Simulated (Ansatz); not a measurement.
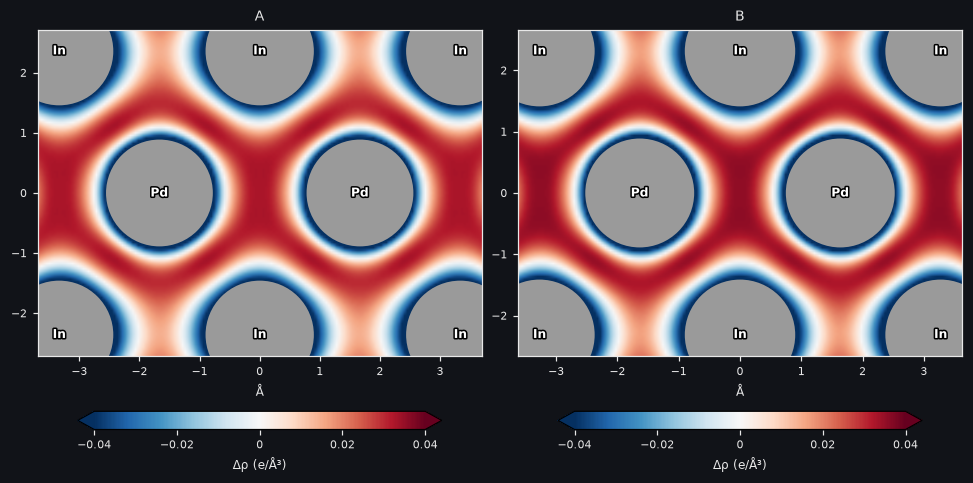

InPd: deformation density on the (11̄0) plane of the conventional cell at two volumes, with the same fractional coordinates and one colour scale. Grey discs cover the cores. Panel A has 106 % of the volume of panel B.

Space group Pm-3m. The cell comes from a database of computed structures, not from a measurement.

Computed with DFT PBE, scalar-relativistic, plane waves, PAW in Ansatz.

Q: What changes between the database cell and the scaled one?

A: From B to A, In–Pd goes from 2.83 to 2.89 Å, and Δρ at its midpoint stays at +0.03 e/Å³. From B to A, Pd–Pd goes from 3.27 to 3.34 Å, and Δρ at its midpoint from +0.04 to +0.03 e/Å³. The pressure is 3.9 GPa in B and −2.5 GPa in A. The rearranged charge is 0.30 e an atom in B and 0.29 e in A.
